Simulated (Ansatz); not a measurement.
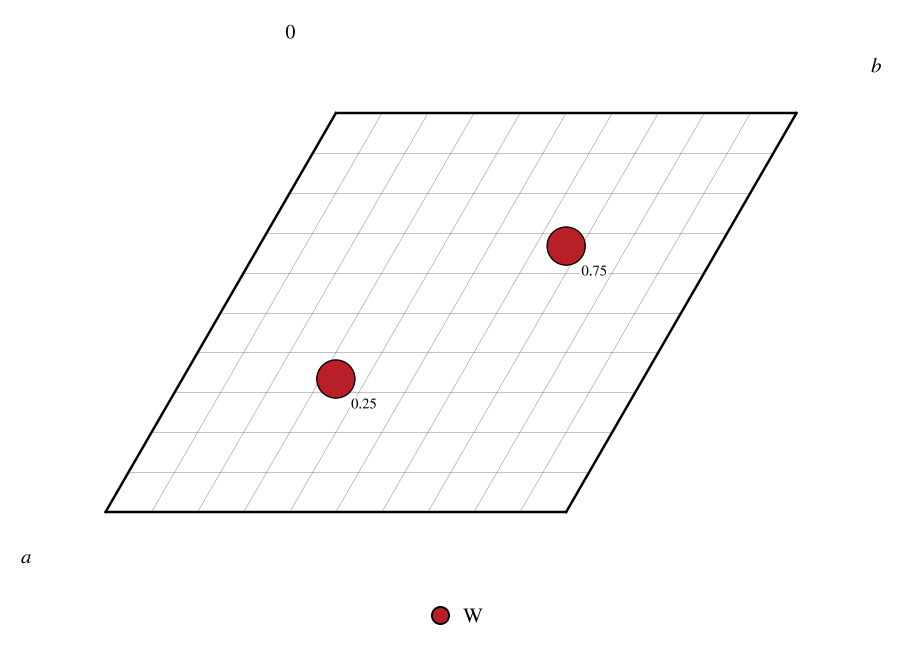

Plan of a unit cell projected along c (a down the page, b across); the numbers are heights as fractions of c, and atoms on the cell's edges are repeated. The grid marks tenths of a and b. Source: the end point of a relaxation at fixed volume with Ansatz, DFT PBE, spin-orbit coupling, plane waves, PAW; the starting structure was generated, so it need not be a known form of this composition. Geometry calculated from the standardised cell; symmetry tolerance 0.002 Å.

a = 2.778 Å, b = 2.778 Å, c = 4.924 Å, α = 90.00°, β = 90.00°, γ = 120.00°.

What does the cell contain?

Answer. 2 W: W, Z = 2.

Give the fractional coordinates of all atoms, to two places.

Answer.
| atom | x | y | z |
| --- | --- | --- | --- |
| W | 0.33 | 0.67 | 0.75 |
| W | 0.67 | 0.33 | 0.25 |
